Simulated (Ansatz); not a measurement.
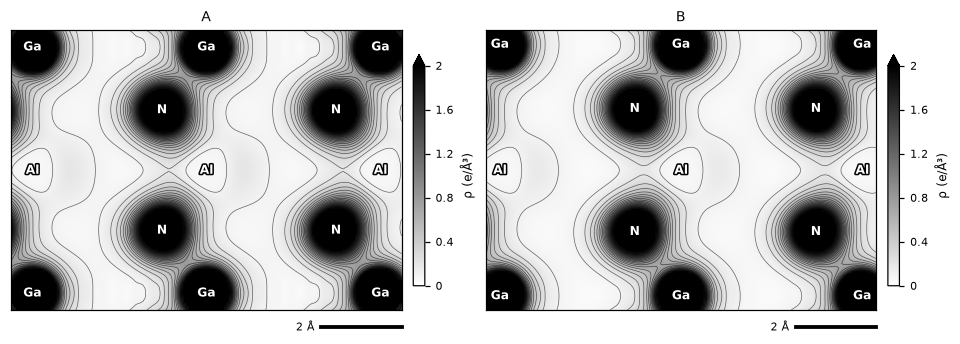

Al$_{3}$GaN$_{4}$. The valence charge density (pseudo) of two cells that differ in size and shape, on the (101) plane of each (indices in the axes of the calculation cell), at one length scale and on one colour scale; one has 10.1 and the other 11.3 Å³ an atom.

Theory: DFT PBEsol, scalar-relativistic, plane waves, PAW in Ansatz.

Core electrons are frozen (PAW), and the valence fields are smoothed inside the atomic spheres.

The larger cell:

```xyz
8
Lattice="4.4953 0.0809 0.0809 0.0809 4.4953 0.0809 0.0809 0.0809 4.4953" Properties=species:S:1:pos:R:3 pbc="T T T"
Al    2.2881    2.2881    0.0809
Al    2.2881    0.0809    2.2881
Al    0.0809    2.2881    2.2881
Ga    0.0000    0.0000    0.0000
N     3.4285    3.4285    1.2680
N     3.4285    1.2680    3.4285
N     1.2680    3.4285    3.4285
N     1.1889    1.1889    1.1889
```

The smaller cell: a = 4.319 Å, b = 4.319 Å, c = 4.319 Å, α = 90.00°, β = 90.00°, γ = 90.00°.

Question: Which panel shows the smaller cell, and what does the compression change?

Answer: Panel A is the smaller cell, by 11 % in volume. From the larger cell to the smaller, Ga–N goes from 1.96 to 1.91 Å, and the density at its midpoint from 0.72 to 0.79 e/Å³; Al–N goes from 1.91 to 1.86 Å, and the density at its midpoint from 0.67 to 0.72 e/Å³; the pressure goes from −10 to 14 GPa; the Kohn–Sham gap goes from 2.8 eV to 3.4 eV.
